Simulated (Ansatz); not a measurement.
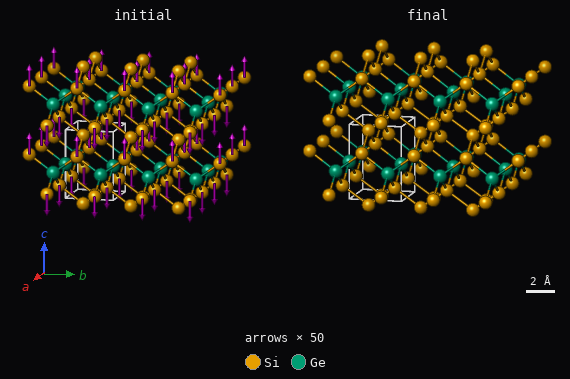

The structure of a crystal of Si3Ge (a generated structure, set up in P-4m2) (coarse preliminary run) before (left) and after (right) a relaxation, at one scale. The purple arrows give the displacements (the part carried along by the change of the cell is left out), magnified 50 times.

A ball-and-stick model of the cell of the calculation, repeated 2 × 3 × 2 with one cell outlined, seen slightly off an axis.

Method: Ansatz 0.2.0, DFT PBE, scalar-relativistic, plane waves, PAW. Set-up: plane-wave cutoff 420 eV; k-point mesh 6 × 6 × 4; occupations gaussian; smearing width 0.1 eV; no spin polarisation; cell and atoms relaxed; force threshold 0.04 eV/Å; at most 70 steps.

Summarise the run.

The largest moves relative to the cell, 0.033 Å, are those of Si atoms. Ge stays in place. The volume changes by +30.5 %, with a = b 3.580 → 3.916 Å (+9.4 %), c 5.062 → 5.521 Å (+9.1 %). Near-neighbour distances that change, for instance: Ge–Si 2.192 → 2.415 Å, Si–Si 2.192 → 2.377 Å. The space group stays P-4m2 (No. 115). Over 5 accepted moves (7 points after the start) the energy falls by 1.904 eV per cell of the calculation. The largest force component goes from 0.8 to 0.0018 eV/Å. Pressure: 38.31 GPa at the start and 0.02 GPa at the end. The SCF was repeated twice at an unchanged geometry on a basis and grid sized afresh for the cell, which shifted the energy by 18.2 meV per cell of the calculation at most. Cost: 32 s on 1 thread of Intel(R) Xeon(R) Platinum 8259CL CPU @ 2.50GHz (Skylake/Cascade Lake), with other jobs on the host, peak memory 0.41 GiB.
